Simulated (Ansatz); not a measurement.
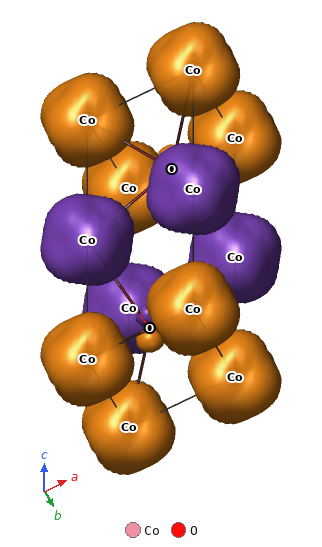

Figure. CoO. Isosurfaces of the spin density (up minus down) at +0.1 (orange) and −0.1 e/Å³ (purple), seen at an oblique angle. Sticks mark near contacts.

Space group P6₃/mmc; started from the NiAs prototype, which need not be the ambient phase; computed pressure about −3 GPa in this cell; the SCF solution may not be the lowest one; the program warned that another magnetic order may lie lower; spin-polarised.

These are results of DFT PBE, scalar-relativistic, plane waves, PAW (Ansatz), not measurements.

```
Co O
1.0
     2.91319    0.00000    0.00000
    -1.45660    2.52290    0.00000
     0.00000    0.00000    5.18666
Co O
2 2
Cartesian
  0.0000 0.0000 0.0000
  0.0000 0.0000 2.5933
  0.0000 1.6819 1.2967
  1.4566 0.8410 3.8900
```

> Describe the spin distribution.

The spin density sits on Co: +2.3 μB and −2.3 μB in one cell of 4 atoms: antiferromagnetic in this solution, which needn't be the ground state, with every nearest magnetic neighbour opposed. The cell of the calculation (4 atoms) carries 0.0 μB of net spin moment.
